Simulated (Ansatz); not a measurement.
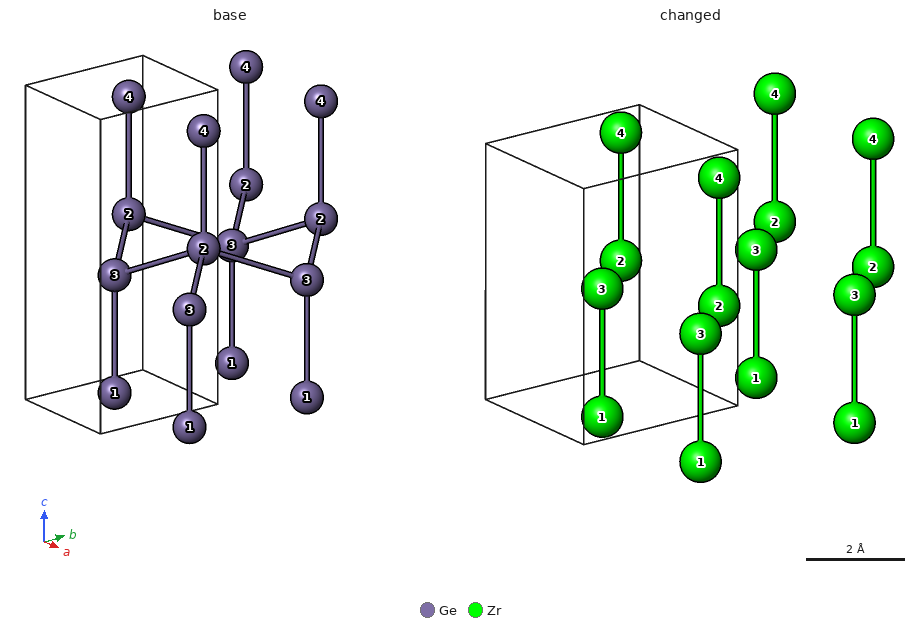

Left: solid Ge (set up in P6_3/mmc). Right: the same structure after one change, at the same scale. A ball-and-stick model of the cell of the calculation, repeated 2 × 2 × 1 with one cell outlined, seen slightly off an axis.

The calculation used DFT r2SCAN, scalar-relativistic, plane waves, PAW (Ansatz 0.2.0). Settings: plane-wave cutoff 500 eV; occupations gaussian; no spin polarisation. The k-mesh is chosen for each cell (12×12×6, 12×12×8). Smearing widths differ between the runs.

Question: What distinguishes the right structure from the left one?

Answer: Every germanium atom is replaced by zirconium, which gives Zr. Cell and atoms are relaxed again (to zero pressure within 0.1 GPa, forces under 0.01 eV/Å).

Question: How do the computed properties respond?

Answer: The volume per atom goes from 22.82 to 31.95 Å³. The volume changes by +40.0 %, with a = b 3.996 → 5.240 Å (+31.1 %), c 6.603 → 5.376 Å (−18.6 %). The space group (tolerance 0.01 Å) goes from P6_3/mmc (No. 194) to P6/mmm (No. 191).
